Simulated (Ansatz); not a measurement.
Run report: MoS₂, geometry relaxation

MoS₂ (R3m, 3 atoms in the cell), computed with DFT, PBE, plane waves, PAW, no spin polarisation (Ansatz 0.2.0).

The structure derives from a Materials Project entry.

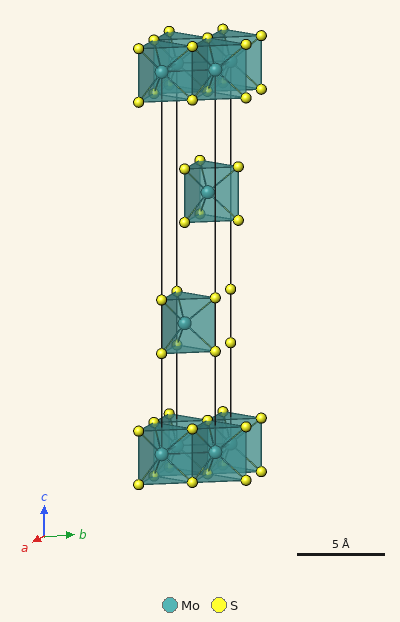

**Figure 1.** The structure as given in the input (polyhedral view of the cell 3 times as large as that of the calculation, set on its symmetry axes, seen slightly off an axis; polyhedra are completed across the faces of the cell). An atom can appear more than once, as a periodic image.

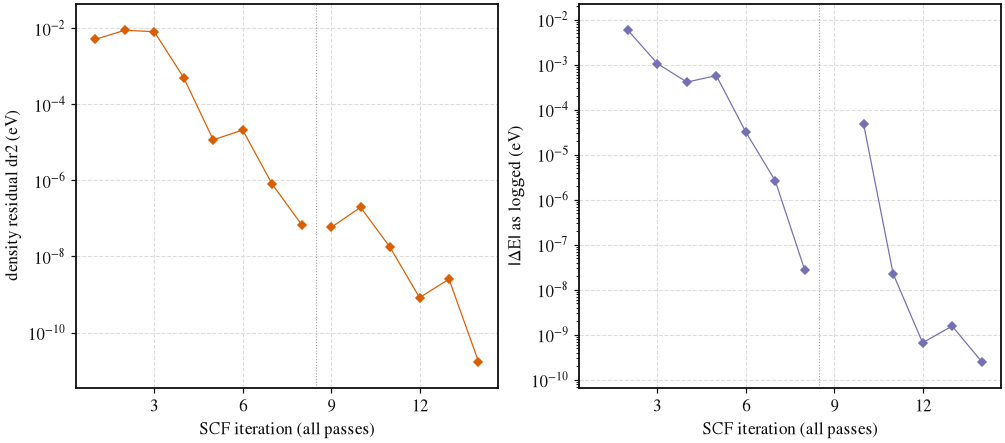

**Figure 2.** Convergence of the self-consistent field: density residual dr2 and size of the energy change against the SCF iteration. The dotted lines part the SCF passes of the relaxation: geometry steps, rejected trials and re-solves on a re-selected basis. The passes take 8 and 6 iterations.

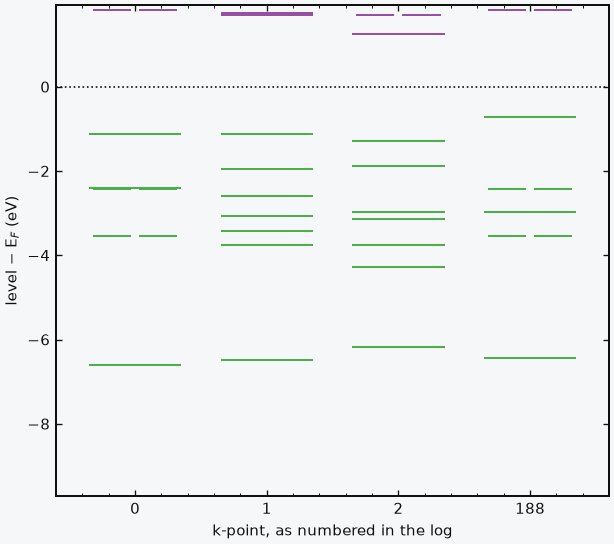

**Figure 3.** Kohn–Sham levels near the Fermi level (dotted) at the few k-points that the log prints; levels within 0.02 eV of each other stand side by side. Among these points the highest filled and lowest empty levels are 1.98 eV apart; the gap on the full mesh, 1.45 eV, has an edge at a point that isn't printed.

The input that produced these results follows, with the program's output.

### Input file
```yaml
crystal:
  lattice:
    - [1.5925883319, 0.9194813021, 7.4383199981]
    - [-1.5925883319, 0.9194813021, 7.4383199981]
    - [0.0, -1.8389626042, 7.4383199981]
  atoms:
    - { symbol: Mo, position: [0.9997777329, 0.9997777329, 0.9997777329] }
    - { symbol: S, position: [0.4031332114, 0.4031332114, 0.4031332114] }
    - { symbol: S, position: [0.2630900557, 0.2630900557, 0.2630900557] }
kpoints:
  mp_grid: { grid: [12, 12, 12] }
hamiltonian:
  xc: pbe
scf:
  occupations: { method: gaussian, width: 0.02 }
output:
  forces: true
  eigenvalues: true
  stress: true
relax:
  adjacent_minimum: "off"
  f_tol: 0.005
  max_steps: 80
  cell: { stress_tol: 0.05 }
accuracy: medium
```

Launched with:
```bash
ansatz run input.yaml --threads 2 --pin off --max-ram 5120MiB --backend cpu --events-out ev --progress --plain --runs-dir out
```

### The program's output
```
basis.fft_grid_basis auto: the FFT boxes are laid along the combinations [[1, 0, -1], [0, 1, -1], [0, 0, 1]] of the cell's own vectors, 3.185, 3.185 and 7.662 Å long. The dense box has 24×24×54 points. Along the cell's own vectors, as sized, it would have 54×54×54, 5.06 times as many. Of the 6 symmetry operations that the crystal satisfies within crystal.symmetry.tolerance (time reversal apart; of a slab, those that keep its plane) the dense box along the cell's own vectors carries 6, and the one as laid loses 4 of those. basis.fft_grid_basis: typed keeps the cell's own vectors: state it where this run's energies or levels are differenced outside the engine with another run's, or held beside a run that keeps those vectors.
Engine: ansatz 0.2.0, x86_64-unknown-linux-gnu
Pseudopotentials: kind: paw
Pseudopotential: Mo, paw, valence charge 14, recommended cutoff 420 eV (normal), Mo.paw.azcp
Pseudopotential: S, paw, valence charge 6, recommended cutoff 420 eV (normal), S.paw.azcp
Functional definition: PBE
  parameter kappa = 0.804
  parameter beta = 0.06672455060314922
  exchange = pbe_x(kappa = kappa, mu = beta*pi^2/3)
  correlation = pbe_c(beta = beta)
Crystal: 3 atoms, lattice volume = 65.354 Å³
Basis set: ecut = 420 eV, 1291 PW (Γ), FFT grids on a1−a3, a2−a3, a3, exchange–correlation on 48×48×108 points (8 copies of the dense FFT grid, shifted against one another)
Bands: 17, of which v1, the nominal top of the filled ones, is band 13 counted from 1 (12 counted from 0)
Symmetry: 6 space group operations
Space group: R3m (ITA 160), of the structure as read, at distance tolerance 4.0e-5 Å
k-points: 189 of 1728 (time reversal used)
Non-local potential: Mo, projectors of the file, l = 0: 3, l = 1: 2, l = 2: 2, l = 3: 1
Non-local potential: S, projectors of the file, l = 0: 2, l = 1: 2, l = 2: 2
PAW form: soft (Blöchl's): semilocal exchange-correlation on the pseudo side does not see the compensation charge
PAW one-centre angular grid: Mo, 590 points (default); XC on 64 Gauss nodes
PAW one-centre angular grid: S, 110 points (default); XC on 64 Gauss nodes
Initial density: superposition of atomic densities (neutral atoms: chi_scale 0, normalization atom), corrected by the library's trained network
Initial wavefunctions: pseudopotential atomic-orbital guess
Functional: x = pbe(κ = 0.804, μ = 0.2195149727645171), c = pbe(β = 0.06672455060314922)
SCF iter   1: F=—  HF=-6762.813552 eV  |F-HF|=—  |Δ(HF+E_count)|=         —  Δρ=4.90e-3  dr2=5.16e-3  ethr=1.77e-3  ⟨swp⟩=6.5  Hψ=18291  notcnv=0
preconditioner: auto → none  [insulator: Δε(μ)=1.438 eV  Ē_g=8.012 eV  σ=0.020 eV  W_gap=1.00  n_scr=10 (ndim 8)  ℏωp=19.5 eV  f_vac=0.188  D(μ)=0.00/eV (n_scr^D=0)  ε∞_Penn≈6.9]
SCF iter   2: F=—  HF=-6762.819318 eV  |F-HF|=—  |Δ(HF+E_count)|=   5.77e-3  Δρ=3.24e-3  dr2=8.90e-3  ethr=1.98e-5  ⟨swp⟩=2.6  Hψ=7613  notcnv=0
SCF iter   3: F=—  HF=-6762.820368 eV  |F-HF|=—  |Δ(HF+E_count)|=   1.05e-3  Δρ=2.61e-3  dr2=8.17e-3  ethr=1.98e-5  ⟨swp⟩=2.4  Hψ=5375  notcnv=0
SCF iter   4: F=—  HF=-6762.819960 eV  |F-HF|=—  |Δ(HF+E_count)|=   4.08e-4  Δρ=1.34e-3  dr2=5.01e-4  ethr=1.98e-5  ⟨swp⟩=2.1  Hψ=4396  notcnv=0
SCF iter   5: F=—  HF=-6762.820528 eV  |F-HF|=—  |Δ(HF+E_count)|=   5.68e-4  Δρ=1.92e-4  dr2=1.17e-5  ethr=1.93e-6  ⟨swp⟩=2.0  Hψ=4777  notcnv=0
SCF iter   6: F=—  HF=-6762.820496 eV  |F-HF|=—  |Δ(HF+E_count)|=   3.18e-5  Δρ=8.89e-5  dr2=2.12e-5  ethr=4.52e-8  ⟨swp⟩=2.3  Hψ=5671  notcnv=0
SCF iter   7: F=—  HF=-6762.820493 eV  |F-HF|=—  |Δ(HF+E_count)|=   2.61e-6  Δρ=2.06e-5  dr2=7.97e-7  ethr=4.52e-8  ⟨swp⟩=2.2  Hψ=4209  notcnv=0
SCF iter   8: F=-6762.820493 eV  HF=-6762.820493 eV  |F-HF|=3.80e-8  |Δ(HF+E_count)|=   2.74e-8  Δρ=6.39e-6  dr2=6.87e-8  ethr=3.85e-10  ⟨swp⟩=4.3  Hψ=14986  notcnv=0
SCF 1 converged in 8 iterations: F = -6762.820493 eV  dr2 = 6.87e-8
  greatest PAW one-centre occupation: 0.998 electrons in one spin orbital (limit 2), on the Mo atom at site 0 (counted from 0), in its partial waves of l = 0
relax step   1: F+E_penalty+E_count = -6762.82049329 eV  Δ(F+E_penalty+E_count) = +0.000e0 eV  max|allowed force component| = 7.091e-4 eV/Å  Δτ_max = 0.0000 Å  P = -0.003 GPa  Ω = 65.354 Å³  (8 SCF iters, dr2 threshold 1.00e-7 eV, accepted)
Initial density: handed on by an earlier stage of this run
Initial wavefunctions: pseudopotential atomic-orbital guess (no wavefunctions were taken with the density)
iter 1 solved again at ethr=5.65e-7 eV; its pass at ethr=3.10e-3 eV (dr2=1.47e-4 eV) is discarded
SCF iter   1: F=—  HF=-6762.820540 eV  |F-HF|=—  |Δ(HF+E_count)|=         —  Δρ=6.25e-6  dr2=5.81e-8  ethr=5.65e-7  ⟨swp⟩=3.4  Hψ=28305  notcnv=0
eigensolver tolerance schedule: the retry pair's looser diagonalisation over-reported the residual by 2523.47 of it (diagonalisation noise at 0.85 of the residual, at the tolerance the schedule requests for it); recorded, not acted on — ethr = c·dr2/N_el stays at c = 1.0e-1
preconditioner: auto → none  [insulator: Δε(μ)=1.452 eV  Ē_g=8.021 eV  σ=0.020 eV  W_gap=1.00  n_scr=10 (ndim 8)  ℏωp=19.5 eV  f_vac=0.187  D(μ)=0.00/eV (n_scr^D=0)  ε∞_Penn≈6.9]
SCF iter   2: F=—  HF=-6762.820493 eV  |F-HF|=—  |Δ(HF+E_count)|=   4.67e-5  Δρ=9.83e-6  dr2=1.97e-7  ethr=2.24e-10  ⟨swp⟩=3.1  Hψ=7566  notcnv=0
SCF iter   3: F=—  HF=-6762.820493 eV  |F-HF|=—  |Δ(HF+E_count)|=   2.26e-8  Δρ=3.63e-6  dr2=1.74e-8  ethr=2.24e-10  ⟨swp⟩=2.0  Hψ=4514  notcnv=0
SCF iter   4: F=—  HF=-6762.820493 eV  |F-HF|=—  |Δ(HF+E_count)|=  6.66e-10  Δρ=1.30e-6  dr2=8.30e-10  ethr=6.68e-11  ⟨swp⟩=2.0  Hψ=3768  notcnv=0
SCF iter   5: F=—  HF=-6762.820493 eV  |F-HF|=—  |Δ(HF+E_count)|=   1.56e-9  Δρ=9.26e-7  dr2=2.53e-9  ethr=3.19e-12  ⟨swp⟩=2.1  Hψ=5011  notcnv=0
SCF iter   6: F=-6762.820493 eV  HF=-6762.820493 eV  |F-HF|=7.28e-12  |Δ(HF+E_count)|=  2.55e-10  Δρ=1.23e-7  dr2=1.73e-11  ethr=1.00e-12  ⟨swp⟩=6.0  Hψ=18725  notcnv=0
SCF 2 converged in 6 iterations: F = -6762.820493 eV  dr2 = 1.73e-11
relax step   2: F+E_penalty+E_count = -6762.82049334 eV  Δ(F+E_penalty+E_count) = -4.583e-8 eV  max|allowed force component| = 7.162e-4 eV/Å  Δτ_max = 0.0000 Å  P = -0.002 GPa  Ω = 65.354 Å³  stress off target by 6.84e-3 GPa  SCF on the basis re-selected at this cell (its energy is not comparable with the rows above)  (6 SCF iters)
basis re-selected at this cell: Δ(F+E_penalty+E_count) = -4.583e-8 eV, ΔP = +0.001 GPa vs the last step (what re-selecting the basis moved, of the pressure what is left beyond the Pulay correction that the steps carried, after the strain that the cell walked since its last selection, with what the two solves' SCF thresholds leave and, on support functions, any second-order correction that the steps lacked; it is no measure of the basis error at this ecutwfc). This SCF's stress stands 6.84e-3 GPa from its target on what of the cell is left free (relax.cell.stress_tol is 5.00e-2 GPa) and its largest allowed force component is 7.16e-4 eV/Å (relax.f_tol is 5.00e-3 eV/Å): within both
SCF converged after 6 iterations
Free energy (F): -6762.820493 eV
Harris-Foulkes:  -6762.820493 eV  (|F-HF|=7.28e-12)
Internal energy: -6762.820493 eV  (E = F + TS)
E sigma→0 (E₀):  -6762.820493 eV
Fermi energy:    8.249127 eV
--- Per-component energies (eV) ---
  E_band       = -231.249345
  E_kinetic    = 654.894086
  E_local      = -2938.551080  (includes V_loc(G=0)·N_el)
  E_nonlocal   = 199.064645
  E_hartree    = 1205.484360
  E_xc         = -378.046432
  E_vxc        = -404.358049  (∫ρ·V_xc dr)
  E_paw        = -4401.470412  (= ΣΔE_a)
  E_vpaw       = -153.267775  (= ΣTr[D̂ρ^β])
  E_aug_tail   = 0.000043  (compensation charges beyond the density's cutoff)
  E_ewald      = -1104.195704
  E_smearing   = -0.000000  (= −TS)
  E_closure    = 0.000000  (closes the sum)
  Σ components = -6762.820493   (vs F -6762.820493, Δ=0.00e0)
--- Forces (eV/Å), atoms counted from 1 ---
  atom   1  Mo    -0.00000000     0.00000000     0.00004907
  atom   2  S     -0.00000000     0.00000000     0.00066569
  atom   3  S     -0.00000000     0.00000000    -0.00071691
  max |Σ_I F_I| component: 2.15e-6 eV/Å
--- Stress (GPa, compression-positive) ---
       -0.006842       0.000000       0.000000
        0.000000      -0.006842       0.000000
        0.000000       0.000000       0.006244
  P = ⅓ Tr σ = -0.0025 GPa (-0.025 kbar)
--- Band table (eV; the first three rows and the last of 189) ---
  k-point 0: bands = ["-53.5526", "-27.6872", "-27.4829", "-27.4829", "-6.7644", "-5.4336", "1.6484", "4.7127", "4.7127", "5.8154", "5.8154", "5.8465", "7.1407", "10.0712", "10.0712", "10.3260", "10.3260"]
  k-point 1: bands = ["-53.5501", "-27.6822", "-27.5082", "-27.4887", "-6.6623", "-5.3926", "1.7664", "4.4852", "4.8193", "5.1848", "5.6530", "6.3020", "7.1190", "9.9565", "10.0070", "10.2114", "10.2494"]
  k-point 2: bands = ["-53.5433", "-27.6687", "-27.5768", "-27.5043", "-6.3719", "-5.2761", "2.0658", "3.9614", "4.4947", "5.1168", "5.2701", "6.3806", "6.9592", "9.5032", "9.9446", "9.9564", "10.6570"]
  k-point 188: bands = ["-53.5526", "-27.6872", "-27.4829", "-27.4829", "-6.7458", "-5.4676", "1.8083", "4.7121", "4.7121", "5.2856", "5.8166", "5.8166", "7.5237", "10.0768", "10.0768", "10.3181", "10.3181"]
--- Relaxed structure (1 steps of the walk, 1 accepted, 1 SCFs on fresh bases) ---
  F+E_penalty+E_count = -6762.82049334 eV   max|allowed force component| = 7.162e-4 eV/Å   (the final SCF, on the basis selected at the relaxed cell)
  cell:  # Å, volume = 65.3541 Å³
    - [1.5925883318733935, 0.9194813021153613, 7.4383199981]
    - [-1.5925883318733935, 0.9194813021153613, 7.4383199981]
    - [0.0, -1.8389626042307226, 7.4383199981]
  atoms:
    - { symbol: Mo, position: [0.9997777329000002, 0.9997777329000002, 0.9997777329000002] }
    - { symbol: S, position: [0.4031332114000001, 0.4031332114000001, 0.4031332114000001] }
    - { symbol: S, position: [0.26309005570000005, 0.26309005570000005, 0.26309005570000005] }
```

### Trajectory as extended XYZ (Å, eV, eV/Å), 2 frames, from step=1 to step=2
```
3
Lattice="1.5926 0.9195 7.4383 -1.5926 0.9195 7.4383 0.0000 -1.8390 7.4383" Properties=species:S:1:pos:R:3:forces:R:3 step=1 energy=-6762.82049 pressure_GPa=-0.00
Mo    0.0000    0.0000   22.3100    0.0000   0.0000   0.0001
S     0.0000    0.0000    8.9959    0.0000   0.0000   0.0006
S     0.0000    0.0000    5.8708    0.0000   0.0000  -0.0007
3
Lattice="1.5926 0.9195 7.4383 -1.5926 0.9195 7.4383 0.0000 -1.8390 7.4383" Properties=species:S:1:pos:R:3:forces:R:3 step=2 energy=-6762.82049 pressure_GPa=-0.00
Mo    0.0000    0.0000   22.3100    0.0000   0.0000   0.0000
S     0.0000    0.0000    8.9959    0.0000   0.0000   0.0007
S     0.0000    0.0000    5.8708    0.0000   0.0000  -0.0007
```

### Key numbers

```tsv
quantity	value
outcome	converged
space group (tolerance 0.01 Å)	R3m (160)
electrons treated	26
free energy	−6762.8205 eV
Fermi energy	8.249 eV
gap on the k-point mesh	1.45 eV
pressure	0.00 GPa
final volume	65.35 Å³
largest force (length of the vector) at the end	0.001 eV/Å
final cell	a = 7.662 Å, b = 7.662 Å, c = 7.662 Å, α = 23.99°, β = 23.99°, γ = 23.99°
hardware	2 threads of Intel Xeon (Granite Rapids), 192 GiB of memory available, shared host
wall time	13 s (CPU time 25 s)
peak memory	0.57 GiB
```

### Notes

Settings chosen away from the usual ones: accuracy set to medium; basis.ecutwfc removed.
